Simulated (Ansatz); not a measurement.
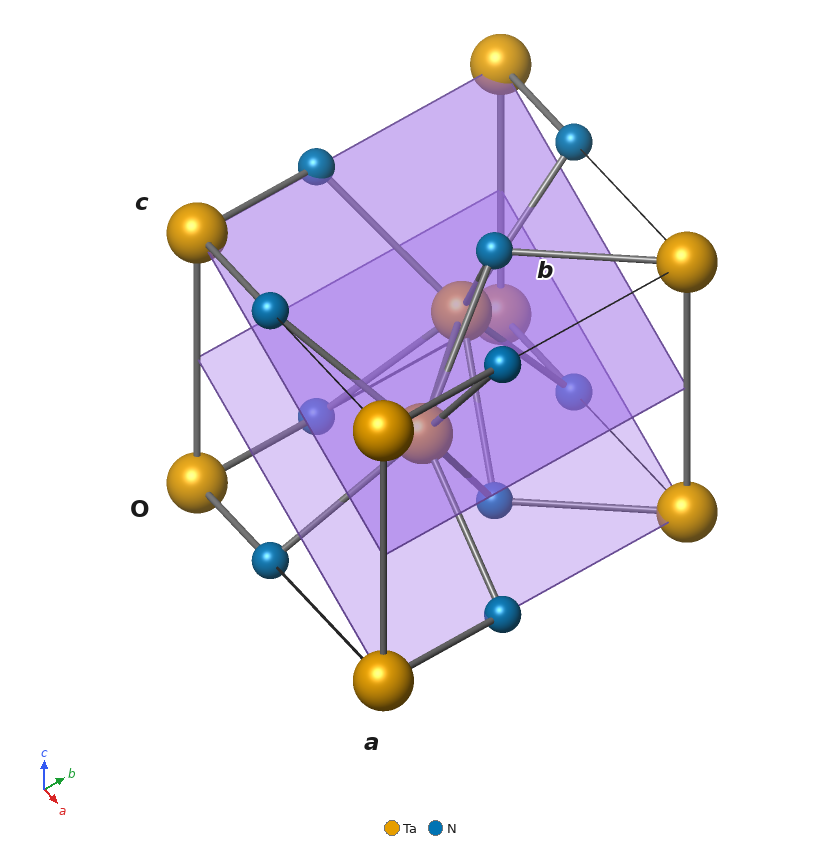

Every member of one family of equally spaced planes, hx + ky + lz = a whole number, that cuts the unit cell is shaded (one member passes through the origin O, touching the cell only at an edge or corner). Crystal: TaN, a calculation's input that goes back to an entry of the Crystallography Open Database (an earlier step may have relaxed or displaced it). The drawing is computed from the coordinates (standard cell, symmetry found to 0.002 Å).

a = 5.196 Å, b = 5.196 Å, c = 2.911 Å, α = 90.00°, β = 90.00°, γ = 120.00°.

What are the Miller indices?

Answer. (1 0 2), in four indices (1 0 −1 2); the opposite sign names the same planes. The member next to the origin meets the axes a at 1, b never, c at 1/2.

What is the spacing?

Answer. d = 1.385 Å.

Which atoms of the cell lie in these planes (within 0.03 Å)?

Answer. 1 of the 3 Ta, 1 of the 3 N.

The space group is No. 189, P-62m. How many reflections hkl are equivalent to this one (itself included), and does it occur?

Answer. 12 reflections are equivalent in the Laue class 6/mmm. The space group allows the reflection.
